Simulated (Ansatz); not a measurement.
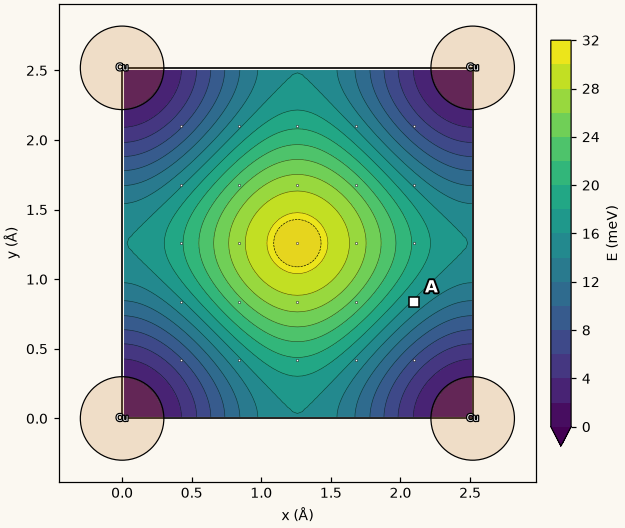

H on a Cu(100) slab cut from the Fm-3m phase, its upper half relaxed before the scan (12 atoms of substrate and one adsorbate in a 2 × 2 cell). H is moved over the surface cell at a fixed height above a rigid substrate; the origin of the map has the adsorbate above Cu9; the height is held at 3.10 Å. Places are given modulo a cell vector. The map is drawn in real space over the plane of the surface. The grid has 6 × 6 points; 10 points were computed and 26 follow by symmetry. Places are given in fractions of the 1 × 1 surface cell. Energies: meV, counted from the lowest grid point. The runs have no spin polarisation, so an open-shell adsorbate far from the surface lies too high. At a fixed height the lowest place need not be the adsorption site. The calculation used DFT PBE+D3(BJ), scalar-relativistic, plane waves, PAW in Ansatz 0.2.0. Settings: cutoff 420 eV, k-mesh 5×5×1, gaussian smearing 0.1 eV, no spin polarisation.

The picture shows filled contours, dots at the grid points, labelled circles for the atoms of the top layer and small ones for the second layer, the outline of one cell of the plane, the point A. Between grid points the surface is interpolated.

Which way does the force act at A, and how strong is it?

Answer. A, at (5/6, 2/6) of the cell vectors, is not a stationary point. The computed force is 0.024 eV/Å in the plane, pointing down and right in the picture (components 0.016 and −0.017 eV/Å).

PAW datasets: the set soft_1.
